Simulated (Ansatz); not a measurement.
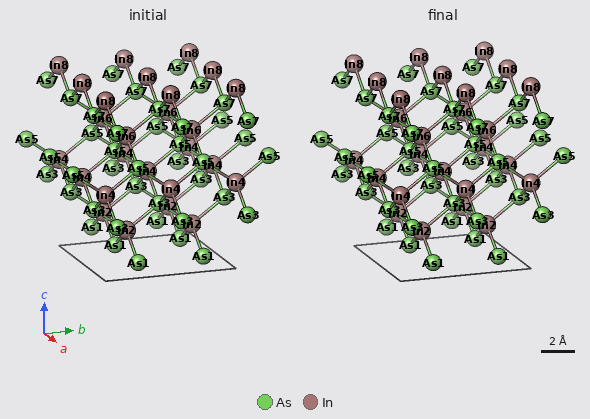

The structure of a slab of composition InAs (cut from the F-43m phase) before (left) and after (right) a relaxation, at one scale.

The picture is a ball-and-stick view of the 2 × 2 repeat of the cell, outlined in the plane, without the vacuum, seen slightly off an axis.

Case: (1 0 0) slab, atoms relaxed. The slab is the (1 0 0) face of InAs.

Computed with DFT PBEsol, scalar-relativistic, plane waves, PAW (Ansatz 0.2.0). Set-up: plane-wave cutoff 420 eV; k-point mesh 8 × 8 × 1; occupations gaussian; smearing width 0.1 eV; no spin polarisation; dipole correction; atoms relaxed in a fixed cell; force threshold 0.02 eV/Å; at most 60 steps.

Summarise the run.

Answer. The largest move relative to the layer's centre is that of In8, 0.10 Å along the normal (+c). By element the largest moves are In 0.10 Å, As 0.01 Å. The lattice vectors keep their values. Near-neighbour distances that change, for instance: As7–In8 2.636 → 2.697 Å, In2–As3 2.636 → 2.670 Å, As1–In2 2.636 → 2.612 Å, In4–As5 2.636 → 2.651 Å. Bond angles that change, for instance: In8–As7–In8 109.5° → 105.9°, As7–In8–As7 109.5° → 105.9°, As3–In2–As3 109.5° → 107.4°. After 3 geometry steps the energy has fallen by 37.8 meV per cell of the calculation. Largest force component: 0.45 eV/Å at the start, 0.0011 eV/Å at the end. Cost: 6.3 min on 1 thread of Intel(R) Xeon(R) Platinum 8259CL CPU @ 2.50GHz (Skylake/Cascade Lake) (shared host), peak memory 1.1 GiB.
